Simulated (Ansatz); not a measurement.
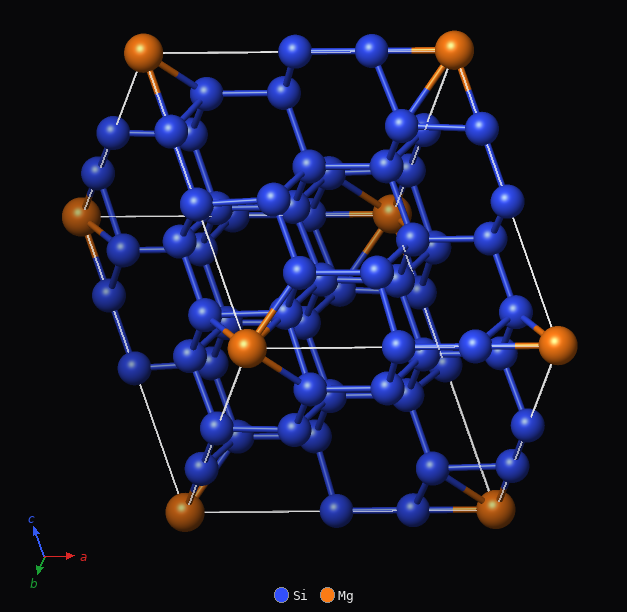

Structure drawing (ball-and-stick), viewed from a general direction. One simulation cell is framed, with atoms on its boundary repeated.

- Its composition is MgSi₃₂.
- There are 33 atoms in the cell: 1 Mg, 32 Si.
- The coordination shell of Mg holds ten Si.
- The bonds build a three-dimensional framework.

Origin of the cell: a structure listed in the Materials Project, repeated into a supercell with a point defect put in. The atoms were relaxed in a fixed cell with DFT PBEsol, scalar-relativistic, plane waves, PAW (Ansatz).
